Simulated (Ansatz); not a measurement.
```cif
data_structure
_symmetry_space_group_name_H-M 'P 1'
_symmetry_Int_Tables_number 1
_cell_length_a 5.6843
_cell_length_b 5.6843
_cell_length_c 6.0328
_cell_angle_alpha 90.000
_cell_angle_beta 118.107
_cell_angle_gamma 90.000
_cell_volume 171.94
loop_
_atom_site_label
_atom_site_type_symbol
_atom_site_fract_x
_atom_site_fract_y
_atom_site_fract_z
_atom_site_occupancy
Hf1 Hf 0.50000 0.50000 0.00000 1
Hf2 Hf 0.00000 0.00000 0.00000 1
Hf3 Hf 0.00000 0.75000 0.50000 1
Hf4 Hf 0.50000 0.25000 0.50000 1
O1 O 0.79828 0.75000 0.09655 1
O2 O 0.29828 0.25000 0.09655 1
O3 O 0.29828 0.50000 0.59655 1
O4 O 0.79828 0.00000 0.59655 1
O5 O 0.20172 0.75000 0.90345 1
O6 O 0.70172 0.25000 0.90345 1
O7 O 0.70172 0.50000 0.40345 1
O8 O 0.20172 0.00000 0.40345 1
```

Space group I4₁/amd; a structure from a database of computed crystals, not necessarily the ambient phase.

Theory: DFT PBE, scalar-relativistic, plane waves, PAW (Ansatz).

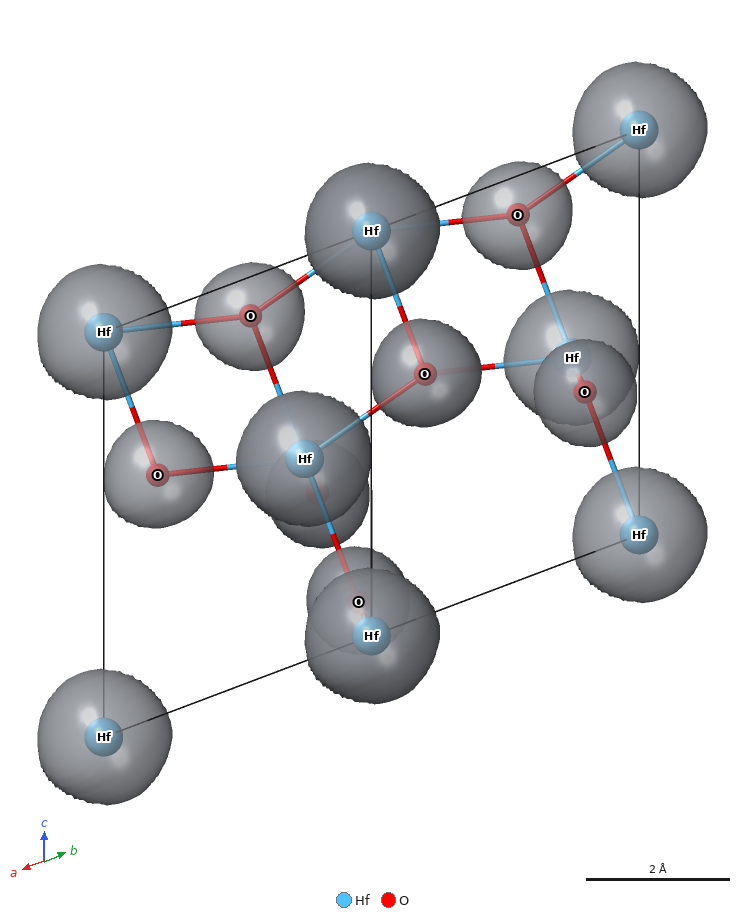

HfO₂. Isosurface of the valence pseudo-density at 1 e/Å³ (grey), seen along [110]. Sticks mark near contacts.

> What does this surface tell about the bonding?

At this value the density breaks into separate islands; it holds about 80 % of the electrons treated as valence (semicore included). It bridges none of the near contacts. It is pinched off along the sampled Hf–O (2.07 Å) and Hf–O (2.15 Å) contacts. On the grid the lowest density along these lines, outside the cores, is 0.73 e/Å³ (Hf–O, 2.07 Å) and 0.61 e/Å³ (Hf–O, 2.15 Å).

> Does the calculation make it a metal, or give it a gap?

It is gapped, with a Kohn–Sham gap of 4.4 eV on the k-point mesh (the band edges may lie off the mesh, which would make the gap smaller).
